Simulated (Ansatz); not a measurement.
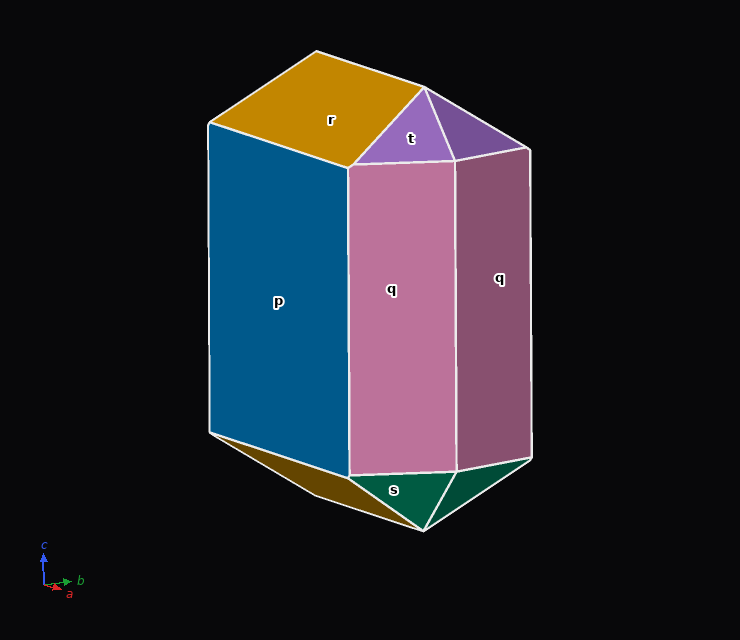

Crystal habit computed by the BFDH rule (growth rate of a face proportional to 1/d, systematic absences taken into account). This is a geometric estimate, not an energy calculation. Faces of one form share a colour. Cell of Al: space group C2/c (No. 15), a = 2.764 Å, b = 8.633 Å, c = 2.841 Å, α = 90.00°, β = 90.60°, γ = 90.00°. Origin: the end point of a relaxation with Ansatz 0.2.0, DFT, LDA (PW92), plane waves (420 eV) with PAW, scalar-relativistic; the starting structure was generated, so it need not be a known form of this composition. Forms under 0.4 % of the area are left out.

**Which form is which colour?**

blue (p): {020} (d = 4.32 Å, 37 % of the area); pink (q): {110} (d = 2.63 Å, 28 % of the area); yellow (r): {021} (d = 2.37 Å, 26 % of the area); teal (s): {1 1 -1} (d = 1.94 Å, 5 % of the area); purple (t): {111} (d = 1.92 Å, 4 % of the area).
